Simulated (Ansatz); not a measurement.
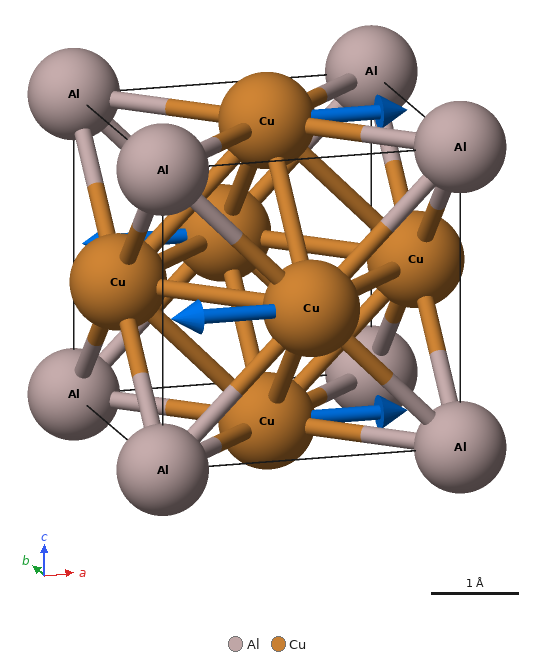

The lowest optical mode of solid AlCu3, space group Pm-3m (No. 221), at the zone centre. Displacements are drawn as blue arrows; their common scale and sign are arbitrary. Style: ball-and-stick. Shown: the cell of the calculation, slightly off an axis.

Theory: DFT LDA, scalar-relativistic, plane waves, PAW in Ansatz 0.2.0. Settings: plane-wave cutoff 420 eV; k-point mesh 12 × 12 × 12; occupations fermi dirac; smearing width 0.15 eV; no spin polarisation.

The frequencies depend somewhat on the k-mesh and the smearing.

Q: Is the structure stable against all modes at this point?

A: Yes: this softest mode has a real frequency, and so have all others here. That speaks for this wave vector alone: the rest of the zone wasn't checked in this run. This is the T₂u mode (triply degenerate; one member of the set is drawn) at 5.05 THz, the lowest optical level, silent by symmetry (neither infrared- nor Raman-active). The Al atoms stay at rest; all motion is along a; atoms of one kind move against one another, with no net shift of their sublattice.
